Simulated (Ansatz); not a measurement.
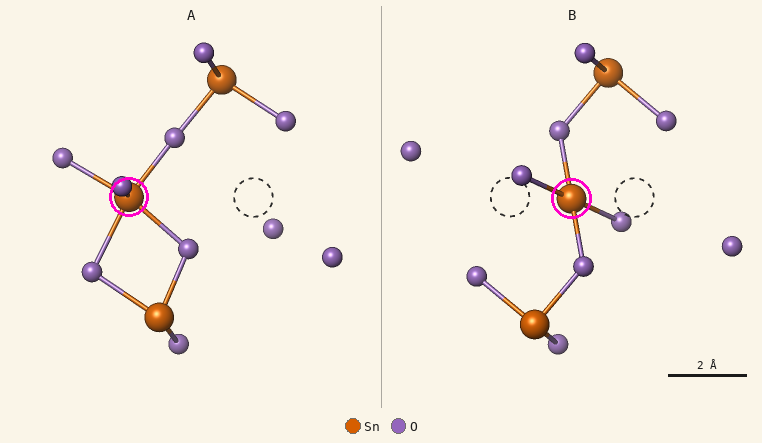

A vacancy jump of tin in SnO2 (I4_1/amd phase), in a cell of charge −4 (on a uniform background) with 17 atoms, whose images lie 5.7 Å apart. One frame is the relaxed vacancy; in the other the neighbouring Sn atom (ringed) was set half-way along its jump of 3.25 Å and all atoms were relaxed in the symmetry of that start. Dashed circles mark empty sites. Style: ball-and-stick. Shown: the slice 3.8 Å thick through the jump, out to 4.4 Å from its middle, across the jump.

Theory: DFT PBEsol, scalar-relativistic, plane waves, PAW (Ansatz 0.2.0). Set-up: plane-wave cutoff 420 eV; k-point mesh 6 × 6 × 6; occupations gaussian; smearing width 0.05 eV; no spin polarisation; atoms relaxed in a fixed cell; force threshold 0.02 eV/Å.

Which frame is the half-way one, and how far apart are the two in energy?

Frame B is the half-way start after relaxation. It lies 1.75 eV above the relaxed vacancy. The atom stays half-way, on the straight line. The symmetry of the start was kept and can hold it there, so for a path with one hump at the middle this is the barrier or an upper bound to it. There it has 4 O as nearest neighbours, the closest at 1.92 Å. The gap on the mesh is 1.32 eV with the relaxed vacancy and 0.99 eV half-way.

Limits of the set-up: the periodic images lie only 5.7 Å apart, so the values are limited by the cell's size; the cell is charged, on a uniform background, and energies carry no finite-size correction.
